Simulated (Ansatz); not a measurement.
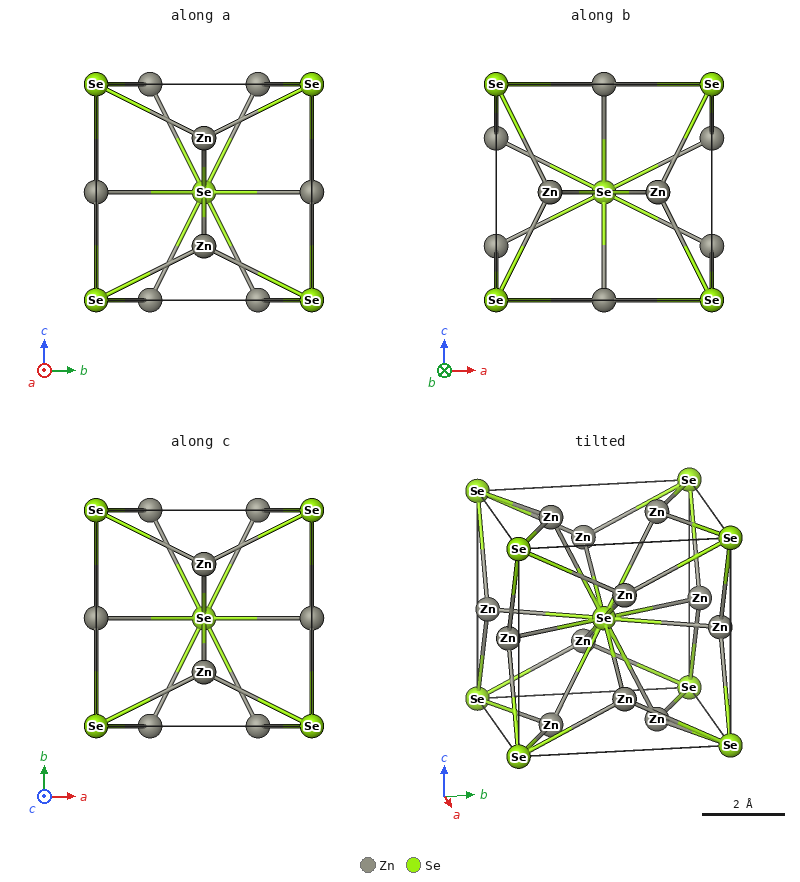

Drawn in the ball-and-stick manner and seen along the a axis, along the b axis, along the c axis and slightly off an axis. The edges of the conventional unit cell are marked.

Lattice parameters: a = 5.282 Å, b = 5.282 Å, c = 5.282 Å, α = 90.00°, β = 90.00°, γ = 90.00°. Put a along x and b in the xy plane.

Q: Transcribe the picture into a POSCAR file.

A:
```
Zn Se
1.0
     5.282    0.000    0.000
     0.000    5.282    0.000
     0.000    0.000    5.282
Zn Se
6 2
Direct
  0.0000 0.5000 0.2500
  0.0000 0.5000 0.7500
  0.2500 0.0000 0.5000
  0.7500 0.0000 0.5000
  0.5000 0.7500 0.0000
  0.5000 0.2500 0.0000
  0.0000 0.0000 0.0000
  0.5000 0.5000 0.5000
```

Origin of the cell: a structure type filled with these elements by a generator (whether the compound takes this form wasn't checked). Relaxation method: DFT PBE, scalar-relativistic, plane waves, PAW (Ansatz 0.2.0).
